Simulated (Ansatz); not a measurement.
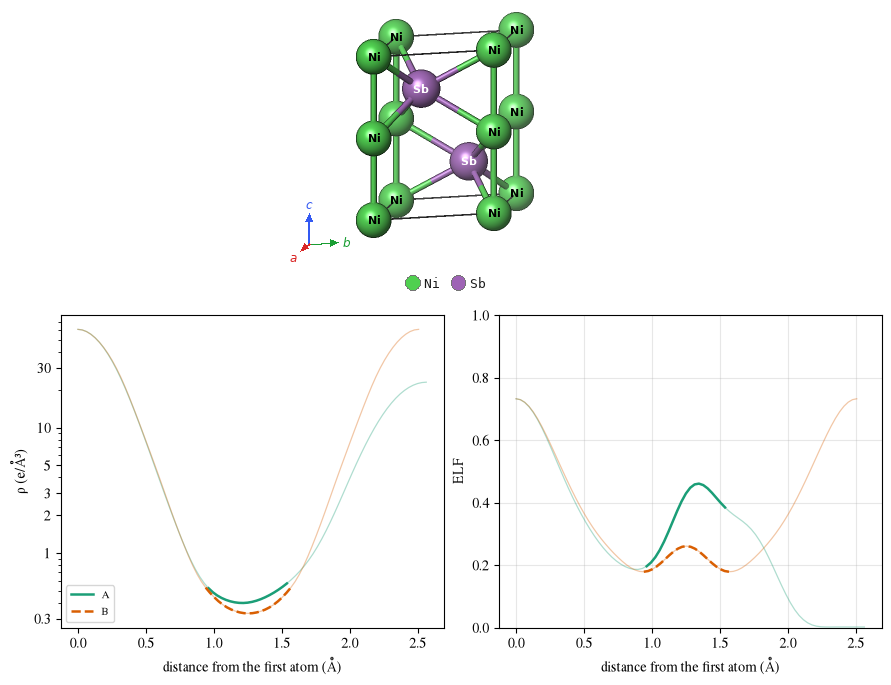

*NiSb. Valence electron density and electron localisation function along straight lines between neighbouring atoms. Thin, pale parts lie inside the atomic spheres. The structure is drawn too.*

Space group P6₃/mmc; computed pressure about 5 GPa in this cell; computed without spin polarisation.

The calculation used Ansatz 0.2.0, DFT PBEsol, scalar-relativistic, plane waves, PAW.

In a PAW calculation such maps are meaningful between the atoms, not at the nuclei.

Question: Which curve belongs to which contact (Ni–Ni and Ni–Sb)? The first atom named is at distance zero.

Answer: Curve A: Ni–Sb (2.56 Å): ρ at the midpoint is about 0.41 e/Å³; the ELF is about 0.45 at the midpoint. Curve B: Ni–Ni (2.51 Å): ρ at the midpoint is about 0.33 e/Å³; the ELF is about 0.25 at the midpoint; no shared electron pair shows on this line.
